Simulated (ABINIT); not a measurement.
## Phonon calculation, with input and output: Al (part 3 of 3)

Continued. System: Al (P-1, 4 atoms in the cell). Method: Kohn-Sham DFT of a periodic cell, LDA, PseudoDojo NC SR LDA v0.4.1 standard, no spin polarisation (ABINIT 10.8.3); cutoff 435.38 eV, 6×6×2 k-mesh, methfessel-paxton of 0.1 eV. The structure derives from a Materials Project entry. The settings are looser than a standard set-up, so the numbers are not reference values.

Geometry of the input (Å; fractional positions):
```
2.8534  0.0615  0.0325
-1.3735  2.3744  -0.0249
0.1057  -0.0322  9.2704
Al 0.6667  0.3333  0.7500
Al 0.0000  -0.0000  0.5000
Al 0.3333  0.6667  0.2500
Al 0.0000  0.0000  0.0000
```

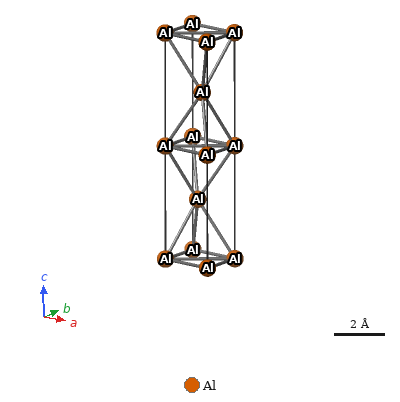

Fig. 1: The structure as given in the input (ball-and-stick view of the cell of the calculation, set on other vectors, seen slightly off an axis). An atom can appear more than once, as a periodic image.

**The program's output, continued**
```
--- !BeginCycle
iteration_state: {dtset: 2, }
solver: {iscf: 7, nstep: 80, nline: 4, wfoptalg: 0, }
tolerances: {tolvrs: 1.00E-06, }
...

     iter   2DEtotal(Ha)        deltaE(Ha) residm    vres2
-ETOT  1  0.21797058992959     -1.313E+01 1.554E-01 2.093E+01
 ETOT  2  0.20578641618977     -1.218E-02 1.510E-02 5.619E+00
 ETOT  3  0.20506139342449     -7.250E-04 1.319E-03 1.364E+00
 ETOT  4  0.20483822656660     -2.232E-04 2.291E-04 8.395E-04
 ETOT  5  0.20483805487401     -1.717E-07 1.046E-04 3.253E-07

 At SCF step    5       vres2   =  3.25E-07 < tolvrs=  1.00E-06 =>converged.
================================================================================

 ----iterations are completed or convergence reached----

 Mean square residual over all n,k,spin=   37.061E-08; max=  10.464E-05

 2DEtotal=    0.2048380549E+00 Ha. Also 2DEtotal=    0.557392742905E+01 eV
    (2DErelax=   -1.3140353132E+01 Ha. 2DEnonrelax=    1.3345191187E+01 Ha)
    (  non-var. 2DEtotal :    2.0484716955E-01 Ha)

--------------------------------------------------------------------------------
 Perturbation wavevector (in red.coord.)   0.000000  0.000000  0.000000
 Perturbation : displacement of atom   4   along direction   2
 The set of symmetries contains only one element for this perturbation.
 symkpt : not enough symmetry to change the number of k points.

--------------------------------------------------------------------------------

--------------------------------------------------------------------------------

 dfpt_looppert : total number of electrons, from k and k+q
  fully or partially occupied states are    1.200000E+01 and    1.200000E+01.
 Initialisation of the first-order wave-functions :
  ireadwf=   0

--- !BeginCycle
iteration_state: {dtset: 2, }
solver: {iscf: 7, nstep: 80, nline: 4, wfoptalg: 0, }
tolerances: {tolvrs: 1.00E-06, }
...

     iter   2DEtotal(Ha)        deltaE(Ha) residm    vres2
-ETOT  1  0.20319261392685     -1.238E+01 1.219E-01 6.795E+00
 ETOT  2  0.19181558327186     -1.138E-02 9.524E-02 2.470E-01
 ETOT  3  0.19173812177401     -7.746E-05 2.289E-03 7.163E-02
 ETOT  4  0.19172708597611     -1.104E-05 1.332E-03 5.577E-03
 ETOT  5  0.19172616191898     -9.241E-07 8.280E-05 1.008E-06
 ETOT  6  0.19172616162825     -2.907E-10 6.423E-05 2.386E-09

 At SCF step    6       vres2   =  2.39E-09 < tolvrs=  1.00E-06 =>converged.
================================================================================

 ----iterations are completed or convergence reached----

 Mean square residual over all n,k,spin=   14.461E-08; max=  64.230E-06

 2DEtotal=    0.1917261616E+00 Ha. Also 2DEtotal=    0.521713463753E+01 eV
    (2DErelax=   -1.2392100735E+01 Ha. 2DEnonrelax=    1.2583826896E+01 Ha)
    (  non-var. 2DEtotal :    1.9172616027E-01 Ha)

--------------------------------------------------------------------------------
 Perturbation wavevector (in red.coord.)   0.000000  0.000000  0.000000
 Perturbation : displacement of atom   4   along direction   3
 The set of symmetries contains only one element for this perturbation.
 symkpt : not enough symmetry to change the number of k points.

--------------------------------------------------------------------------------

--------------------------------------------------------------------------------

 dfpt_looppert : total number of electrons, from k and k+q
  fully or partially occupied states are    1.200000E+01 and    1.200000E+01.
 Initialisation of the first-order wave-functions :
  ireadwf=   0

--- !BeginCycle
iteration_state: {dtset: 2, }
solver: {iscf: 7, nstep: 80, nline: 4, wfoptalg: 0, }
tolerances: {tolvrs: 1.00E-06, }
...

     iter   2DEtotal(Ha)        deltaE(Ha) residm    vres2
-ETOT  1   86.232285169982     -2.779E+02 4.205E+00 4.068E+05
 ETOT  2   34.581329310250     -5.165E+01 7.191E-01 1.077E+05
 ETOT  3   17.055104227823     -1.753E+01 9.484E-02 1.295E+02
 ETOT  4   17.032903268137     -2.220E-02 8.816E-02 4.017E-02
 ETOT  5   17.032880293794     -2.297E-05 7.656E-03 8.177E-04
 ETOT  6   17.032880053661     -2.401E-07 7.217E-03 4.684E-06
 ETOT  7   17.032880052684     -9.774E-10 7.483E-04 4.136E-07

 At SCF step    7       vres2   =  4.14E-07 < tolvrs=  1.00E-06 =>converged.
================================================================================

 ----iterations are completed or convergence reached----

 Mean square residual over all n,k,spin=   16.625E-07; max=  74.826E-05

 2DEtotal=    0.1703288005E+02 Ha. Also 2DEtotal=    0.463488277995E+03 eV
    (2DErelax=   -3.4711060463E+02 Ha. 2DEnonrelax=    3.6414348469E+02 Ha)
    (  non-var. 2DEtotal :    1.7032882654E+01 Ha)

================================================================================

 ---- first-order wavefunction calculations are completed ----

 ==> Compute Derivative Database <==

  Dynamical matrix, in cartesian coordinates,
   if specified in the inputs, asr has been imposed
     j1       j2             matrix element
  dir pert dir pert     real part    imaginary part

   1    1   1    1         0.0111598786        -0.0000000000
   1    1   2    1        -0.0004214768        -0.0000000000
   1    1   3    1        -0.0027635895        -0.0000000000
   1    1   1    2        -0.0050944149         0.0000000000
   1    1   2    2         0.0006236501         0.0000000000
   1    1   3    2         0.0020562389        -0.0000000000
   1    1   1    3        -0.0013762062        -0.0000000000
   1    1   2    3         0.0000620359         0.0000000000
   1    1   3    3         0.0000271129         0.0000000000
   1    1   1    4        -0.0046892575        -0.0000000000
   1    1   2    4        -0.0002642093        -0.0000000000
   1    1   3    4         0.0006802377         0.0000000000

   2    1   1    1        -0.0004215018        -0.0000000000
   2    1   2    1         0.0118055120         0.0000000000
   2    1   3    1         0.0010185317        -0.0000000000
   2    1   1    2         0.0006735891         0.0000000000
   2    1   2    2        -0.0048688958        -0.0000000000
   2    1   3    2        -0.0003321011         0.0000000000
   2    1   1    3         0.0000620359         0.0000000000
   2    1   2    3        -0.0015042651         0.0000000000
   2    1   3    3        -0.0001298244         0.0000000000
   2    1   1    4        -0.0003141232        -0.0000000000
   2    1   2    4        -0.0054323510        -0.0000000000
   2    1   3    4        -0.0005566062        -0.0000000000

   3    1   1    1        -0.0027643149        -0.0000000000
   3    1   2    1         0.0010181587        -0.0000000000
   3    1   3    1         0.0535357879        -0.0000000000
   3    1   1    2         0.0023936330        -0.0000000000
   3    1   3    2        -0.0315317247        -0.0000000000
   3    1   1    3         0.0000271129         0.0000000000
   3    1   2    3        -0.0001298244         0.0000000000
   3    1   3    3         0.0093768128         0.0000000000
   3    1   1    4         0.0003435691         0.0000000000
   3    1   2    4        -0.0008835350        -0.0000000000
   3    1   3    4        -0.0313808760         0.0000000000

   1    2   1    1        -0.0050944494        -0.0000000000
   1    2   2    1         0.0006736159        -0.0000000000
   1    2   3    1         0.0023931072         0.0000000000
   1    2   1    2         0.0078195357         0.0000000000
   1    2   2    2        -0.0011474668         0.0000000000
   1    2   3    2        -0.0037546963        -0.0000000000
   1    2   1    3        -0.0050944494        -0.0000000000
   1    2   2    3         0.0006736159        -0.0000000000
   1    2   3    3         0.0023931072         0.0000000000
   1    2   1    4         0.0023693630         0.0000000000
   1    2   2    4        -0.0001997649         0.0000000000
   1    2   3    4        -0.0010315180         0.0000000000

   2    2   1    1         0.0006235917        -0.0000000000
   2    2   2    1        -0.0048689023         0.0000000000
   2    2   1    2        -0.0011471684         0.0000000000
   2    2   2    2         0.0069174210        -0.0000000000
   2    2   3    2         0.0001576374        -0.0000000000
   2    2   1    3         0.0006235917        -0.0000000000
   2    2   2    3        -0.0048689023        -0.0000000000
   2    2   1    4        -0.0001000150         0.0000000000
   2    2   2    4         0.0028203835         0.0000000000
   2    2   3    4        -0.0001473323         0.0000000000

   3    2   1    1         0.0020565270         0.0000000000
   3    2   2    1        -0.0003319053        -0.0000000000
   3    2   3    1        -0.0315316783         0.0000000000
   3    2   1    2        -0.0037542346        -0.0000000000
   3    2   2    2         0.0001578590        -0.0000000000
   3    2   3    2         0.0558165914        -0.0000000000
   3    2   1    3         0.0020565270         0.0000000000
   3    2   2    3        -0.0003319053         0.0000000000
   3    2   3    3        -0.0315316783        -0.0000000000
   3    2   1    4        -0.0003588193         0.0000000000
   3    2   2    4         0.0005059516         0.0000000000
   3    2   3    4         0.0072467652         0.0000000000

   1    3   1    1        -0.0013762062         0.0000000000
   1    3   2    1         0.0000620359        -0.0000000000
   1    3   3    1         0.0000271129        -0.0000000000
   1    3   1    2        -0.0050944149         0.0000000000
   1    3   2    2         0.0006236501         0.0000000000
   1    3   3    2         0.0020562389        -0.0000000000
   1    3   1    3         0.0111598786        -0.0000000000
   1    3   2    3        -0.0004214768        -0.0000000000
   1    3   3    3        -0.0027635895         0.0000000000
   1    3   1    4        -0.0046892575        -0.0000000000
   1    3   2    4        -0.0002642093        -0.0000000000
   1    3   3    4         0.0006802377         0.0000000000

   2    3   1    1         0.0000620359        -0.0000000000
   2    3   2    1        -0.0015042651        -0.0000000000
   2    3   3    1        -0.0001298244        -0.0000000000
   2    3   1    2         0.0006735891         0.0000000000
   2    3   2    2        -0.0048688958         0.0000000000
   2    3   3    2        -0.0003321011        -0.0000000000
   2    3   1    3        -0.0004215018        -0.0000000000
   2    3   2    3         0.0118055120        -0.0000000000
   2    3   3    3         0.0010185317         0.0000000000
   2    3   1    4        -0.0003141232        -0.0000000000
   2    3   2    4        -0.0054323510         0.0000000000
   2    3   3    4        -0.0005566062         0.0000000000

   3    3   1    1         0.0000271129        -0.0000000000
   3    3   2    1        -0.0001298244        -0.0000000000
   3    3   3    1         0.0093768128        -0.0000000000
   3    3   1    2         0.0023936330        -0.0000000000
   3    3   3    2        -0.0315317247         0.0000000000
   3    3   1    3        -0.0027643149         0.0000000000
   3    3   2    3         0.0010181587         0.0000000000
   3    3   3    3         0.0535357879         0.0000000000
   3    3   1    4         0.0003435691         0.0000000000
   3    3   2    4        -0.0008835350         0.0000000000
   3    3   3    4        -0.0313808760        -0.0000000000

   1    4   1    1        -0.0046892888         0.0000000000
   1    4   2    1        -0.0003140918         0.0000000000
   1    4   3    1         0.0003437908        -0.0000000000
   1    4   1    2         0.0023693929         0.0000000000
   1    4   2    2        -0.0000999287         0.0000000000
   1    4   3    2        -0.0003591519         0.0000000000
   1    4   1    3        -0.0046892888         0.0000000000
   1    4   2    3        -0.0003140918         0.0000000000
   1    4   3    3         0.0003437908        -0.0000000000
   1    4   1    4         0.0070091847        -0.0000000000
   1    4   2    4         0.0007281124        -0.0000000000
   1    4   3    4        -0.0003284296         0.0000000000

   2    4   1    1        -0.0002642573         0.0000000000
   2    4   2    1        -0.0054323514         0.0000000000
   2    4   3    1        -0.0008834146         0.0000000000
   2    4   1    2        -0.0001998294         0.0000000000
   2    4   2    2         0.0028203698         0.0000000000
   2    4   3    2         0.0005058425         0.0000000000
   2    4   1    3        -0.0002642573         0.0000000000
   2    4   2    3        -0.0054323514        -0.0000000000
   2    4   3    3        -0.0008834146        -0.0000000000
   2    4   1    4         0.0007283441        -0.0000000000
   2    4   2    4         0.0080443331        -0.0000000000
   2    4   3    4         0.0012609867        -0.0000000000

   3    4   1    1         0.0006804490        -0.0000000000
   3    4   2    1        -0.0005564474         0.0000000000
   3    4   3    1        -0.0313809701        -0.0000000000
   3    4   1    2        -0.0010319452         0.0000000000
   3    4   2    2        -0.0001485789         0.0000000000
   3    4   3    2         0.0072467661         0.0000000000
   3    4   1    3         0.0006804490        -0.0000000000
   3    4   2    3        -0.0005564474        -0.0000000000
   3    4   3    3        -0.0313809701         0.0000000000
   3    4   1    4        -0.0003289527         0.0000000000
   3    4   2    4         0.0012614737        -0.0000000000
   3    4   3    4         0.0555151742         0.0000000000

  Phonon wavevector (reduced coordinates) :  0.00000  0.00000  0.00000
 Phonon energies in Hartree :
  -2.095479E-08  0.000000E+00  0.000000E+00  3.008879E-04  3.137715E-04
   4.972265E-04  5.218878E-04  6.224855E-04  6.525677E-04  9.506391E-04
   9.940320E-04  1.601971E-03
 Phonon frequencies in cm-1    :
  -4.599045E-03  0.000000E+00  0.000000E+00  6.603726E+01  6.886489E+01
   1.091286E+02  1.145411E+02  1.366198E+02  1.432221E+02  2.086412E+02
   2.181648E+02  3.515921E+02

== END DATASET(S) ==============================================================
================================================================================

 -outvars: echo values of variables after computation  --------
            acell      1.0000000000E+00  1.0000000000E+00  1.0000000000E+00 Bohr
           etotal1    -9.4502168981E+00
           etotal2     1.7032880053E+01
            fcart1    -5.1666745713E-04 -2.6396824177E-04  2.4235299110E-04
                      -0.0000000000E+00 -0.0000000000E+00 -0.0000000000E+00
                       5.1666745713E-04  2.6396824177E-04 -2.4235299110E-04
                      -0.0000000000E+00 -0.0000000000E+00 -0.0000000000E+00
            fcart2     0.0000000000E+00  0.0000000000E+00  0.0000000000E+00
                       0.0000000000E+00  0.0000000000E+00  0.0000000000E+00
                       0.0000000000E+00  0.0000000000E+00  0.0000000000E+00
                       0.0000000000E+00  0.0000000000E+00  0.0000000000E+00
            rprim      5.3921501932E+00  1.1617091350E-01  6.1444444900E-02
                      -2.5954689123E+00  4.4869468131E+00 -4.6963473600E-02
                       1.9965334450E-01 -6.0936108600E-02  1.7518603993E+01
           strten1     1.4212467096E-04 -8.6535802715E-05 -4.6710065723E-05
                       1.0624737300E-05 -8.0056413632E-06  1.6429100114E-04
           strten2     0.0000000000E+00  0.0000000000E+00  0.0000000000E+00
                       0.0000000000E+00  0.0000000000E+00  0.0000000000E+00
           xangst      1.5236866656E+00  8.0826216613E-01  6.9662271619E+00
                       5.2825999959E-02 -1.6122999985E-02  4.6352229968E+00
                       6.1905333294E-02  1.5953568323E+00  2.3118818318E+00
                       0.0000000000E+00  0.0000000000E+00  0.0000000000E+00
             xred      6.6666666667E-01  3.3333333333E-01  7.5000000000E-01
                      -1.6031601820E-18 -2.2844500245E-20  5.0000000000E-01
                       3.3333333333E-01  6.6666666667E-01  2.5000000000E-01
                       0.0000000000E+00  0.0000000000E+00  0.0000000000E+00
 Calculation completed.
```

**File anaddb.abo**
```
.Version 10.8.3 of ANADDB
================================================================================

 -outvars_anaddb: echo values of input variables ----------------------

 Miscellaneous information :
         asr         1
      chneut         0
 First list of wavevector (reduced coord.) :
       nph1l         1
       qph1l
                     0.00000000E+00  0.00000000E+00  0.00000000E+00    1.000E+00

================================================================================

 read the DDB information and perform some checks

  ==== Info on the Cryst% object ====
 Real(R)+Recip(G) space primitive vectors, cartesian coordinates (Bohr,Bohr^-1):
 R(1)=  5.3921502  0.1161709  0.0614444  G(1)=  0.1831918  0.1059491 -0.0017192
 R(2)= -2.5954689  4.4869468 -0.0469635  G(2)= -0.0047519  0.2201286  0.0008198
 R(3)=  0.1996533 -0.0609361 17.5186040  G(3)= -0.0006553  0.0002185  0.0570904
 Unit cell volume ucvol=  4.2907053E+02 bohr^3
 Angles (23,13,12)=  9.10185138E+01  8.86987860E+01  1.18816378E+02 degrees
 Time-reversal symmetry is present
 Reduced atomic positions [iatom, xred, symbol]:
    1)    0.6666667  0.3333333  0.7500000  Al
    2)   -0.0000000 -0.0000000  0.5000000  Al
    3)    0.3333333  0.6666667  0.2500000  Al
    4)    0.0000000  0.0000000  0.0000000  Al

 DDB file with 3 blocks has been read.

================================================================================

 Treat the first list of vectors

  Phonon wavevector (reduced coordinates) :  0.00000  0.00000  0.00000
 Phonon energies in Hartree :
  -2.095478E-08  0.000000E+00  0.000000E+00  3.008879E-04  3.137715E-04
   4.972265E-04  5.218878E-04  6.224855E-04  6.525677E-04  9.506391E-04
   9.940320E-04  1.601971E-03
 Phonon frequencies in cm-1    :
  -4.599043E-03  0.000000E+00  0.000000E+00  6.603726E+01  6.886489E+01
   1.091286E+02  1.145411E+02  1.366198E+02  1.432221E+02  2.086412E+02
   2.181648E+02  3.515921E+02

 Analysis of degeneracies and characters (maximum tolerance=1.00E-06 a.u.)
 For each vibration mode, or group of modes if degenerate,
 the characters are given for each symmetry operation (see the list in the log file).
 Symmetry characters of vibration mode #   1
       degenerate with vibration modes #   2 to    3
  3.0 -3.0
 Symmetry characters of vibration mode #   4
  1.0 -1.0
 Symmetry characters of vibration mode #   5
  1.0 -1.0
 Symmetry characters of vibration mode #   6
  1.0  1.0
 Symmetry characters of vibration mode #   7
  1.0  1.0
 Symmetry characters of vibration mode #   8
  1.0 -1.0
 Symmetry characters of vibration mode #   9
  1.0 -1.0
 Symmetry characters of vibration mode #  10
  1.0  1.0
 Symmetry characters of vibration mode #  11
  1.0 -1.0
 Symmetry characters of vibration mode #  12
  1.0 -1.0

================================================================================

 anaddb : the run completed successfully.
```

**Results in brief**

| quantity | value |
| --- | --- |
| outcome | converged |
| space group (tolerance 0.01 Å) | P-1 (2) |
| electrons treated | 12 |
| free energy | −257.1535 eV |
| Fermi energy | 7.896 eV |
| gap on the k-point mesh | none (metallic) |
| pressure | −0.09 GPa |
| largest force (length of the vector) | 0.032 eV/Å |
| hardware | 1 thread of Arm Neoverse V1, 112 GiB of memory available, shared host |
| wall time | 2.1 min |
| peak memory | 0.09 GiB |

Settings chosen away from the usual ones: k set to [6, 6, 2] (from [13, 13, 4]). The settings depart from the standard set-up of this series, which can bear on the numbers. Points of doubt noted for this run: k mesh coarse for metal response.
